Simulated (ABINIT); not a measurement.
## Run report: La, positron calculation (part 2 of 2)

Continued. System: La (Im-3m, 1 atom in the cell). Method: Kohn-Sham DFT of a periodic cell, PBEsol, JTH PAW PBE v2.0, no spin polarisation (ABINIT 10.8.3); cutoff 544.23 eV, 6×6×6 k-mesh, Gaussian smearing of 0.1 eV. The structure derives from a Materials Project entry.

Geometry of the input (Å; fractional positions):
```
-2.0675  2.0675  2.0675
2.0675  -2.0675  2.0675
2.0675  2.0675  -2.0675
La 0.0000  0.0000  0.0000
```

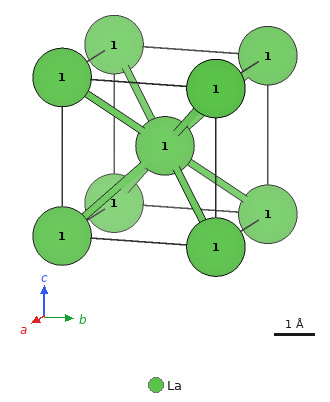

**Figure 1.** The structure (ball-and-stick view of the cell 2 times as large as that of the calculation, set on its symmetry axes, seen slightly off an axis; atoms are numbered from 1 in the order of the input). An atom can appear more than once, as a periodic image.

The program's output, continued
```
 cartesian forces (eV/Angstrom) at end:
    1     -0.00000000000000    -0.00000000000000    -0.00000000000000
 frms,max,avg= 0.0000000E+00 0.0000000E+00   0.000E+00  0.000E+00  0.000E+00 e/A
 length scales=  6.767229427600  6.767229427600  6.767229427600 bohr
              =  3.581063591609  3.581063591609  3.581063591609 angstroms
 Fermi (or HOMO) energy (hartree) =   0.16222   Average Vxc (hartree)=  -0.37844
 Eigenvalues (hartree) for nkpt=  16  k points:
 kpt#   1, nband= 13, wtk=  0.00463, kpt=  0.0000  0.0000  0.0000 (reduced coord)
  -1.04283   -0.41160   -0.41160   -0.41160    0.04506    0.21877    0.21877    0.21877
   0.22111    0.22111    0.22111    0.25132    0.25132
      occupation numbers for kpt#   1
   2.00000    2.00000    2.00000    2.00000    2.00000    0.00000    0.00000    0.00000
   0.00000    0.00000    0.00000    0.00000    0.00000
 prteigrs : prtvol=0 or 1, do not print more k-points.

--- !EnergyTerms
iteration_state     : {dtset: 1, }
comment             : Components of total free energy in Hartree
kinetic             :  9.91404014975599E+00
hartree             :  3.49529935107345E+00
xc                  : -1.04521434240421E+01
Ewald energy        : -2.81763686897125E+01
psp_core            :  2.93019491553001E+00
local_psp           : -1.09746926551918E+01
PAW spherical_terms :  1.24542269343363E+00
internal            : -3.20182476591533E+01
'-kT*entropy'       : -9.17109305046226E-04
total_energy        : -3.20191647684584E+01
total_energy_eV     : -8.71285859788228E+02
...

--- !EnergyTermsDC
iteration_state     : {dtset: 1, }
comment             : '"Double-counting" decomposition of free energy'
band_energy         : -4.30042384722567E+00
Ewald energy        : -2.81763686897125E+01
psp_core            :  2.93019491553001E+00
xc_dc               : -5.43785937473068E+00
PAW spherical_terms :  2.96621486412678E+00
internal            : -3.20182421320121E+01
'-kT*entropy'       : -9.17109305046226E-04
total_energy_dc     : -3.20191592413171E+01
total_energy_dc_eV  : -8.71285709387053E+02
...

--- !EnergyTermsWithPAWCore
iteration_state     : {dtset: 1, }
comment             : 'Components of total free energy, including PAW core contributions'
Total energy        : -8.49020927442764E+03
Total energy DC     : -8.49020926890049E+03
Total energy (eV)   : -2.31030363875660E+05
Total energy DC (eV): -2.31030363725259E+05
...

 Cartesian components of stress tensor (hartree/bohr^3)
  sigma(1 1)= -1.08301837E-05  sigma(3 2)=  0.00000000E+00
  sigma(2 2)= -1.08301837E-05  sigma(3 1)=  0.00000000E+00
  sigma(3 3)= -1.08301837E-05  sigma(2 1)=  0.00000000E+00

-Cartesian components of stress tensor (GPa)         [Pressure=  3.1864E-01 GPa]
- sigma(1 1)= -3.18635004E-01  sigma(3 2)=  0.00000000E+00
- sigma(2 2)= -3.18635004E-01  sigma(3 1)=  0.00000000E+00
- sigma(3 3)= -3.18635004E-01  sigma(2 1)=  0.00000000E+00

================================================================================
== DATASET  2 ==================================================================

--- !DatasetInfo
iteration_state: {dtset: 2, }
dimensions: {natom: 1, nkpt: 1, mband: 1, nsppol: 1, nspinor: 1, nspden: 1, mpw: 480, }
cutoff_energies: {ecut:  20.0, pawecutdg:  40.0, }
electrons: {nelect:   1.00000000E+00, charge:   0.00000000E+00, occopt:   2.00000000E+00, tsmear:   1.00000000E-02, }
meta: {optdriver: 0, ionmov: 0, optcell: 0, iscf: 17, paral_kgb: 0, }
...

 mkfilename : getden/=0, take file _DEN from output of DATASET   1.

 Real(R)+Recip(G) space primitive vectors, cartesian coordinates (Bohr,Bohr^-1):
 R(1)= -3.9070617  3.9070617  3.9070617  G(1)=  0.0000000  0.1279734  0.1279734
 R(2)=  3.9070617 -3.9070617  3.9070617  G(2)=  0.1279734  0.0000000  0.1279734
 R(3)=  3.9070617  3.9070617 -3.9070617  G(3)=  0.1279734  0.1279734  0.0000000
 Unit cell volume ucvol=  2.3856724E+02 bohr^3
 Angles (23,13,12)=  1.09471221E+02  1.09471221E+02  1.09471221E+02 degrees

 Coarse grid specifications (used for wave-functions):

 getcut: wavevector=  0.0000  0.0000  0.0000  ngfft=  30  30  30
         ecut(hartree)=     20.000   => boxcut(ratio)=   2.20207

 getcut : COMMENT -
  Note that boxcut > 2.2 ; recall that boxcut=Gcut(box)/Gcut(sphere) = 2
  is sufficient for exact treatment of convolution.
  Such a large boxcut is a waste : you could raise ecut
  e.g. ecut=   24.245462 Hartrees makes boxcut=2

 Fine grid specifications (used for densities):

 getcut: wavevector=  0.0000  0.0000  0.0000  ngfft=  40  40  40
         ecut(hartree)=     40.000   => boxcut(ratio)=   2.07742

--- Pseudopotential description ------------------------------------------------
- pspini: atom type   1  psp file is ./La.GGA_PBE-JTH.xml
 Pseudopotential format is: paw10
 basis_size (lnmax)=  8 (lmn_size= 32), orbitals=   0   0   1   1   2   2   3   3
 Spheres core radius: rc_sph= 2.51647158
 Shapefunction is SIN type: shapef(r)=[sin(pi*r/rshp)/(pi*r/rshp)]**2
 Radius for shape functions =  1.95079210
 Compensation charge density is not taken into account in XC energy/potential

--------------------------------------------------------------------------------

================================================================================

--- !BeginCycle
iteration_state: {dtset: 2, }
solver: {iscf: 17, nstep: 80, nline: 10, wfoptalg: 10, }
tolerances: {toldfe: 1.00E-07, }
...

     iter   Etot(hartree)      deltaE(h)  residm     nres2
 ETOT  1  -32.038616185452    -3.204E+01 8.577E-01 3.870E-01
 ETOT  2  -32.367158060894    -3.285E-01 3.287E-05 9.256E-02
 ETOT  3  -32.367161664665    -3.604E-06 1.319E-11 2.239E-02
 ETOT  4  -32.367159260739     2.404E-06 5.320E-14 2.151E-04
 ETOT  5  -32.367161703671    -2.443E-06 4.853E-14 8.092E-07
 ETOT  6  -32.367161715494    -1.182E-08 2.806E-20 1.563E-07
 ETOT  7  -32.367161715002     4.911E-10 7.424E-20 1.607E-09

 At SCF step    7, etot is converged :
  for the second time, diff in etot=  4.911E-10 < toldfe=  1.000E-07

--- !ResultsGS
iteration_state: {dtset: 2, }
comment   : Summary of ground state results
lattice_vectors:
- [ -3.9070617,   3.9070617,   3.9070617, ]
- [  3.9070617,  -3.9070617,   3.9070617, ]
- [  3.9070617,   3.9070617,  -3.9070617, ]
lattice_lengths: [   6.76723,    6.76723,    6.76723, ]
lattice_angles: [109.471, 109.471, 109.471, ] # degrees, (23, 13, 12)
lattice_volume:   2.3856724E+02
convergence: {deltae:  4.911E-10, res2:  1.607E-09, residm:  7.424E-20, diffor:  0.000E+00, }
etotal    :  -3.23671617E+01
entropy   :   0.00000000E+00
fermie    :  -3.48002470E-01
cartesian_stress_tensor: null
pressure_GPa: null
xred      :
- [  0.0000E+00,   0.0000E+00,   0.0000E+00, La]
cartesian_forces: null
force_length_stats: {min: null, max: null, mean: null, }
...

 Integrated electronic density in atomic spheres:
 ------------------------------------------------
 Atom  Sphere_radius  Integrated_density
    1        2.51647          0.08535392

--------------------------------------------------------------------------------
 Results for electron-positron annihilation:

2 computations of positron lifetime have been performed (with different enhancement factors).

########## Lifetime computation 1

 # Zero-positron density limit of Arponen and Pajanne provided by Boronski & Nieminen
   + GGA corrections
   Ref.: Boronski and R.M. Nieminen, Phys. Rev. B 34, 3820 (1986)
         B. Barbiellini, M.J. Puska, T. Torsti and R.M.Nieminen, Phys. Rev. B 51, 7341 (1995)
 # Enhancement factor of Boronski & Nieminen
   Ref.: Boronski and R.M. Nieminen, Phys. Rev. B 34, 3820 (1986)

 Positron lifetime                         (ps)   =  2.41919395E+02
 Positron lifetime with IPM for core elec. (ps)   =  2.43331911E+02
 Annihilation rate                         (ns-1) =  4.13360821E+00
 Annihilation rate with IPM for core elec. (ns-1) =  4.10961306E+00

 Annihilation rate core/valence decomposition:
   Core    contribution to ann.rate          (ns-1) =  9.01384002E-02
   Valence contribution to ann.rate          (ns-1) =  4.04346981E+00
   Core    contribution to ann.rate with IPM (ns-1) =  5.97994727E-02
   Valence contribution to ann.rate with IPM (ns-1) =  4.04981359E+00

 Annihilation rate PAW decomposition:
   Plane-wave contribution to ann.rate          (ns-1) =  4.11270389E+00
   Plane-wave valence contribution to ann.rate  (ns-1) =  4.06189216E+00
   On-site core contribution to ann.rate        (ns-1) =  3.93266773E-02
   On-site valence contribution to ann.rate     (ns-1) = -1.84223511E-02
   Plane-wave contribution to ann.rate with IPM (ns-1) =  4.09349533E+00
   Plane-wave core contrb. to ann.rate with IPM (ns-1) =  2.50560114E-02

########## Lifetime computation 2

 # Zero-positron density limit of Arponen and Pajanne provided by Boronski & Nieminen
   + GGA corrections
   Ref.: Boronski and R.M. Nieminen, Phys. Rev. B 34, 3820 (1986)
         B. Barbiellini, M.J. Puska, T. Torsti and R.M.Nieminen, Phys. Rev. B 51, 7341 (1995)
 # Enhancement factor of Boronski & Nieminen IN THE RPA LIMIT
   Ref.: Boronski and R.M. Nieminen, Phys. Rev. B 34, 3820 (1986)

 Positron lifetime                         (ps)   =  2.10946692E+02
 Positron lifetime with IPM for core elec. (ps)   =  2.12019307E+02
 Annihilation rate                         (ns-1) =  4.74053417E+00
 Annihilation rate with IPM for core elec. (ns-1) =  4.71655158E+00

 Annihilation rate core/valence decomposition:
   Core    contribution to ann.rate          (ns-1) =  9.02680374E-02
   Valence contribution to ann.rate          (ns-1) =  4.65026613E+00
   Core    contribution to ann.rate with IPM (ns-1) =  5.97994727E-02
   Valence contribution to ann.rate with IPM (ns-1) =  4.65675211E+00

 Annihilation rate PAW decomposition:
   Plane-wave contribution to ann.rate          (ns-1) =  4.71960536E+00
   Plane-wave valence contribution to ann.rate  (ns-1) =  4.66866434E+00
   On-site core contribution to ann.rate        (ns-1) =  3.93270182E-02
   On-site valence contribution to ann.rate     (ns-1) = -1.83982058E-02
   Plane-wave contribution to ann.rate with IPM (ns-1) =  4.70040853E+00
   Plane-wave core contrb. to ann.rate with IPM (ns-1) =  2.50560114E-02

      (*) IPM=Independent particle Model

================================================================================

 ----iterations are completed or convergence reached----

 Mean square residual over all n,k,spin=   74.243E-21; max=  74.243E-21
 reduced coordinates (array xred) for    1 atoms
       0.000000000000      0.000000000000      0.000000000000
 rms dE/dt=  0.0000E+00; max dE/dt=  0.0000E+00; dE/dt below (all hartree)
    1       0.000000000000      0.000000000000      0.000000000000

 cartesian coordinates (angstrom) at end:
    1      0.00000000000000     0.00000000000000     0.00000000000000
 length scales=  6.767229427600  6.767229427600  6.767229427600 bohr
              =  3.581063591609  3.581063591609  3.581063591609 angstroms
 Fermi (or HOMO) energy (hartree) =  -0.34800   Average Vxc (hartree)=  -0.30253
 Eigenvalues (hartree) for nkpt=   1  k points:
 kpt#   1, nband=  1, wtk=  1.00000, kpt=  0.0000  0.0000  0.0000 (reduced coord)
  -0.34800

--- !EnergyTerms
iteration_state     : {dtset: 2, }
comment             : Components of total free energy in Hartree
kinetic             :  6.98254579901760E-02
local_psp           : -3.91459175715215E-01
PAW spherical_terms :  1.04030108745544E-02
positronic          : -3.11230706850491E-01
electronic          : -3.20191592413171E+01
electron_positron_interaction: -3.67950520554215E-02
total_energy        : -3.23671850002230E+01
total_energy_eV     : -8.80755972736192E+02
...

--- !EnergyTermsDC
iteration_state     : {dtset: 2, }
comment             : '"Double-counting" decomposition of free energy'
band_energy         : -3.48002470014239E-01
PAW spherical_terms :  0.00000000000000E+00
electron_positron_dc:  3.67950483844188E-02
positronic          : -3.11207421629820E-01
electronic          : -3.20191592413171E+01
electron_positron_interaction: -3.67950520554215E-02
total_energy_dc     : -3.23671617150024E+01
total_energy_dc_eV  : -8.80755339113058E+02
...

== END DATASET(S) ==============================================================
================================================================================

 -outvars: echo values of variables after computation  --------
            acell      6.7672294276E+00  6.7672294276E+00  6.7672294276E+00 Bohr
           etotal1    -3.2019159241E+01
           etotal2    -3.2367161715E+01
            fcart1    -0.0000000000E+00 -0.0000000000E+00 -0.0000000000E+00
            fcart2     9.9999999999E+99  9.9999999999E+99  9.9999999999E+99
            rprim     -5.7735026920E-01  5.7735026920E-01  5.7735026920E-01
                       5.7735026920E-01 -5.7735026920E-01  5.7735026920E-01
                       5.7735026920E-01  5.7735026920E-01 -5.7735026920E-01
           strten1    -1.0830183651E-05 -1.0830183651E-05 -1.0830183651E-05
                       0.0000000000E+00  0.0000000000E+00  0.0000000000E+00
           strten2     9.9999999999E+99  9.9999999999E+99  9.9999999999E+99
                       9.9999999999E+99  9.9999999999E+99  9.9999999999E+99
 Calculation completed.
```

Key numbers

| quantity | value |
| --- | --- |
| outcome | converged |
| space group (tolerance 0.01 Å) | Im-3m (229) |
| electrons treated | 11 |
| free energy | −871.2857 eV |
| positron lifetime (one of the program's estimates) | 210.9 ps |
| Fermi energy | 4.414 eV |
| gap on the k-point mesh | none (metallic) |
| pressure | 0.32 GPa |
| largest force (length of the vector) | under 0.001 eV/Å |
| hardware | 1 thread of Arm Neoverse V2, 112 GiB of memory available, shared host |
| wall time | 8 s |
| peak memory | 0.1 GiB |

Notes

Points of doubt noted for this run: PAW basis incomplete for positron.
